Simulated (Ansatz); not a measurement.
**HfSiO$_{4}$: density, localisation and related maps**

```
CELL_PARAMETERS angstrom
6.58165 0.00000 0.00000
0.00000 6.58165 0.00000
0.00000 0.00000 5.79239
ATOMIC_POSITIONS crystal
Hf 0.00000 0.00000 0.00000
Hf 0.50000 0.50000 0.50000
Hf 0.00000 0.50000 0.25000
Hf 0.50000 0.00000 0.75000
Si 0.50000 0.00000 0.25000
Si 0.00000 0.50000 0.75000
Si 0.00000 0.00000 0.50000
Si 0.50000 0.50000 0.00000
O 0.00000 0.81462 0.31963
O 0.50000 0.31462 0.81963
O 0.68538 0.00000 0.06963
O 0.18538 0.50000 0.56963
O 0.31462 0.00000 0.06963
O 0.81462 0.50000 0.56963
O 0.00000 0.18538 0.31963
O 0.50000 0.68538 0.81963
O 0.31462 0.50000 0.18037
O 0.81462 0.00000 0.68037
O 0.50000 0.18538 0.43037
O 0.00000 0.68538 0.93037
O 0.00000 0.31462 0.93037
O 0.50000 0.81462 0.43037
O 0.18538 0.00000 0.68037
O 0.68538 0.50000 0.18037
```

Space group I4₁/amd; a structure from a database of computed crystals, not necessarily the ambient phase; started from the database structure prototype, which need not be the ambient phase; changed on purpose from its base cell (uniaxial z strain -3.0%); not relaxed (largest force 0.3 eV/Å); computed pressure about 15 GPa in this cell.

Method: Ansatz 0.2.0, DFT, PBE, plane waves, PAW.

In a PAW calculation such maps are meaningful between the atoms, not at the nuclei.

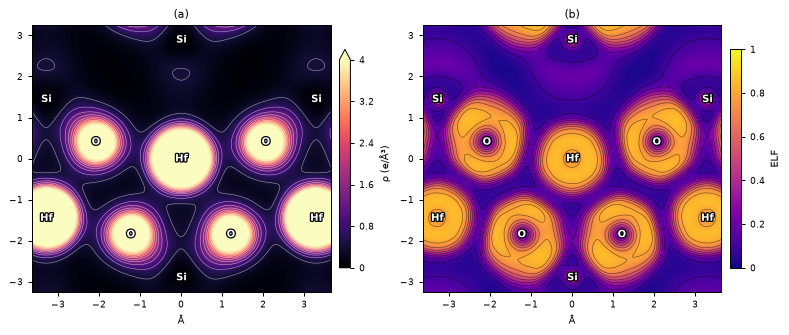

Figure 1. (a) valence pseudo-density; (b) electron localisation function on the (010) plane of the conventional cell.

> What does the map show?

- Atoms in the plane: Hf, Si and O.
- Si–O (1.61 Å): ρ at the midpoint is about 1.3 e/Å³; the ELF peaks at about 0.85 between the atoms: a short, strongly polar bond.
- Hf–O (2.11 Å): ρ at the midpoint is about 0.69 e/Å³; the ELF peaks at about 0.85 in the valence shell of O, 0.6 Å from its nucleus, and drops to about 0.15 between the two atoms: no localised pair shows between them.
- Hf–O (2.22 Å): the density is about 0.54 e/Å³ at the midpoint; the ELF peaks at about 0.85 in the valence shell of O, 0.6 Å from its nucleus, and drops to about 0.15 between the two atoms: no shared electron pair shows on this line.
- Between the atoms the lowest density in this plane is 0.04 e/Å³.
- The features right at Hf lie inside the PAW spheres, where the map follows smoothed inner orbitals and isn't to be read closely.

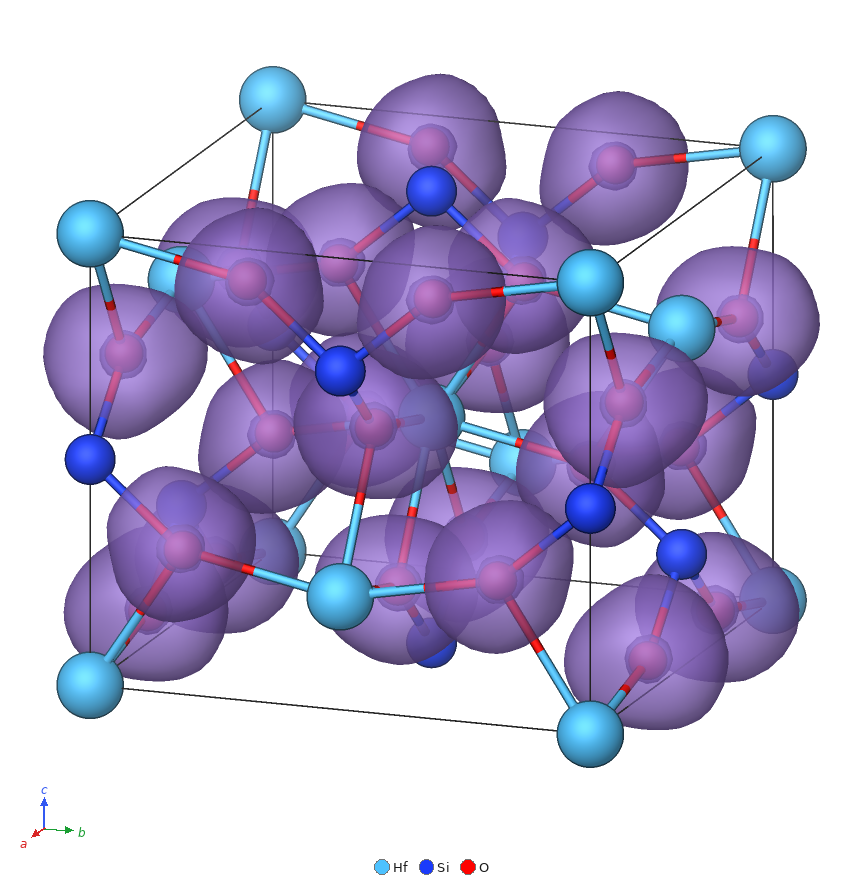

Figure 2. Isosurface of the ELF at 0.6 (purple), seen slightly off an axis. Core shells and regions of very low density are left out. Sticks mark near contacts.

> Where are the electrons localised?

At this value the surface marks out 16 regions on O in which the atom's valence shell and bonds are merged, counted in one cell of 24 atoms. Any copies at cell faces, edges or corners count once.

> Does the calculation give a band gap?

It is gapped, with a Kohn–Sham gap of 5.6 eV on the k-point mesh (the band edges may lie off the mesh, which would make the gap smaller).
